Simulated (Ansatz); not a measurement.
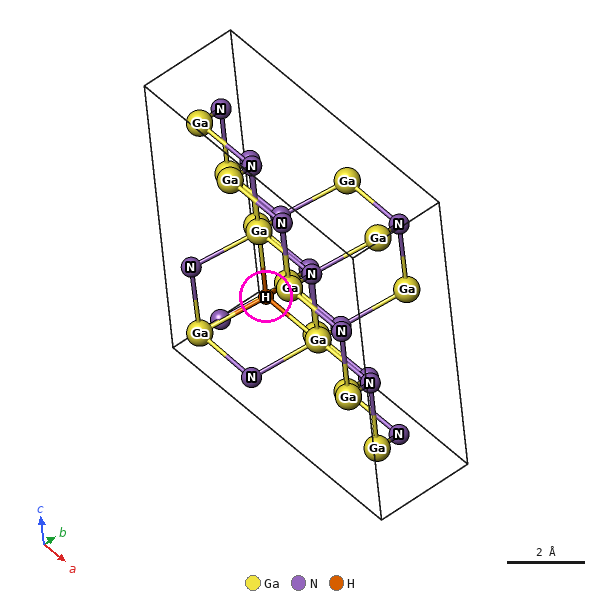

The figure gives a ball-and-stick picture of the atoms, viewed slightly off an axis. The frame is the supercell; atoms at its boundary are shown with their periodic copies. The host is GaN, in a cell of 32 sites, and the cell is neutral. A ring marks the defect's site.

**What kind of defect was put in?**

An interstitial hydrogen atom. It is bonded to four Ga in a tetrahedral arrangement at about 2.0 Å.

Computational set-up: DFT PBE, scalar-relativistic, plane waves, PAW in Ansatz 0.2.0, a 420 eV plane-wave basis, k-point mesh 2×2×2, Gaussian smearing of 0.01 eV, collinear spins.

**Is the defect magnetic?**

Yes, 1.0 μB in the cell.

The atoms were relaxed in the host's cell with DFT PBE, scalar-relativistic, plane waves, PAW in Ansatz 0.2.0.
